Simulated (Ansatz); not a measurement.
**HfSi₃O₈: density, localisation and related maps**

Input file:

```
crystal:
  lattice:
    - [4.8702156845, 0.1613855609, -0.0274224236]
    - [0.1631602789, 4.3321731153, 0.2930469883]
    - [-0.8650350669, 0.2674049619, 5.2432215939]
  atoms:
    - { symbol: Hf, position: [0.3015020178, 0.4513604655, 0.7197010355] }
    - { symbol: Si, position: [0.7816501707, 0.9268022481, 0.8179305266] }
    - { symbol: Si, position: [0.7328178239, 0.5176577973, 0.3397149052] }
    - { symbol: Si, position: [0.258322208, 0.0842579005, 0.2122708688] }
    - { symbol: O, position: [0.44977406, 0.8507160955, 0.8060080411] }
    - { symbol: O, position: [0.6411626022, 0.2627947962, 0.5899649596] }
    - { symbol: O, position: [0.5085520839, 0.3002611882, 0.1185945882] }
    - { symbol: O, position: [0.4170558741, 0.7509498463, 0.3436039134] }
    - { symbol: O, position: [0.0749741432, 0.2592407401, 0.3976638654] }
    - { symbol: O, position: [0.8687066783, 0.7274590854, 0.1164617025] }
    - { symbol: O, position: [0.9157292673, 0.7133546862, 0.611823417] }
    - { symbol: O, position: [0.0497530707, 0.1551451506, 0.9262621764] }
kpoints:
  mp_grid: { grid: [6, 6, 6] }
  band_path:
    path:
      - [0.0, 0.0, 0.0]
      - [-0.5, 0.0, 0.0]
      - [0.0, 0.5, 0.0]
      - [0.0, 0.0, -0.5]
      - [0.5, -0.5, -0.5]
      - [0.0, -0.5, -0.5]
      - [0.5, 0.0, -0.5]
      - [-0.5, -0.5, 0.0]
      - [0.125, 0.354167, -0.0625]
      - [0.3333333333, -0.5, -0.1666666667]
    npoints: 1
hamiltonian:
  xc: pbe
scf:
  occupations: { method: fixed }
  n_extra_bands: 14
magnetization:
  noncollinear: true
  spin_orbit: true
output:
  forces: true
  stress: true
  eigenvalues: true
  write_density: true
  write_potential: true
  elf: true
  volumetric_format: npy
```

Below, planes, directions and counts refer to the conventional cell (a = 4.35 Å, b = 4.87 Å, c = 5.32 Å, α = 99.58°, β = 96.34°, γ = 94.02°).

Space group P1; a structure from a database of computed crystals, not necessarily the ambient phase; started from the monoclinic host prototype, which need not be the ambient phase; computed pressure about 8 GPa in this cell.

Theory: Ansatz, DFT, PBE with spin-orbit coupling, plane waves, PAW.

In a PAW calculation such maps are meaningful between the atoms, not at the nuclei.

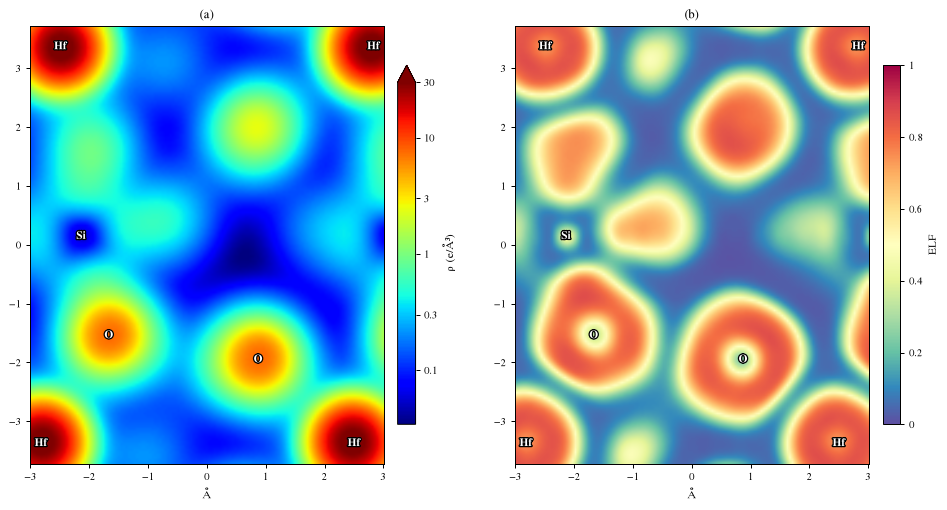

Figure 1. (a) valence charge density (pseudo); (b) electron localisation function on the (110) plane of the conventional cell.

Q: Interpret the plot.

A:
- The plane passes through Hf, Si and O nuclei.
- Atoms just off the plane (O, 0.6 Å away) can leave unmarked features too.
- Si–O (1.76 Å): ρ is about 0.95 e/Å³ halfway; the ELF peaks at about 0.85 between the atoms.
- Between the atoms the lowest density in this plane is 0.03 e/Å³.
- The features right at Hf lie inside the PAW spheres, where the map follows smoothed inner orbitals and isn't to be read closely.

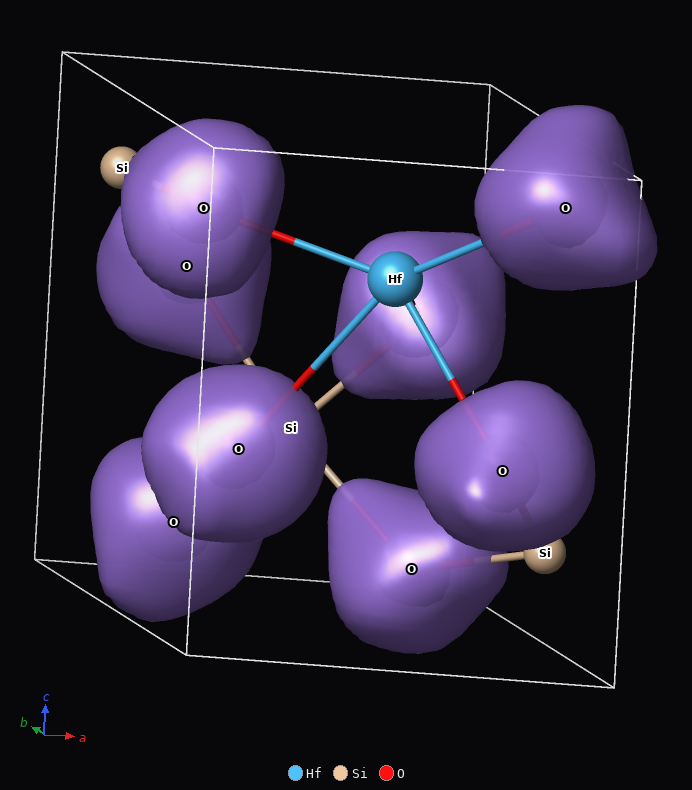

Figure 2. Isosurface of the electron localisation function at 0.7 (purple), seen slightly off an axis. Only the valence region is drawn (cores and ρ < 0.01 e/Å³ removed). Sticks mark near contacts.

Q: What do the ELF domains correspond to?

A: The surface consists of eight regions on O in which the atom's valence shell and bonds are merged, counted in one cell of 12 atoms. Regions shared between cells count once. Profiles from the grid: Si–O (1.62 Å): the ELF peaks at about 0.85 between the atoms; a polar covalent bond. Hf–O (2.00 Å): the ELF peaks at about 0.80 in the valence shell of O, 0.6 Å from its nucleus, and drops to about 0.20 between the two atoms: no shared electron pair shows on this line.

Q: Metal or insulator at this level of theory?

A: It is gapped, with a Kohn–Sham gap of 4.4 eV on the k-point mesh, an upper bound to the gap of this method.
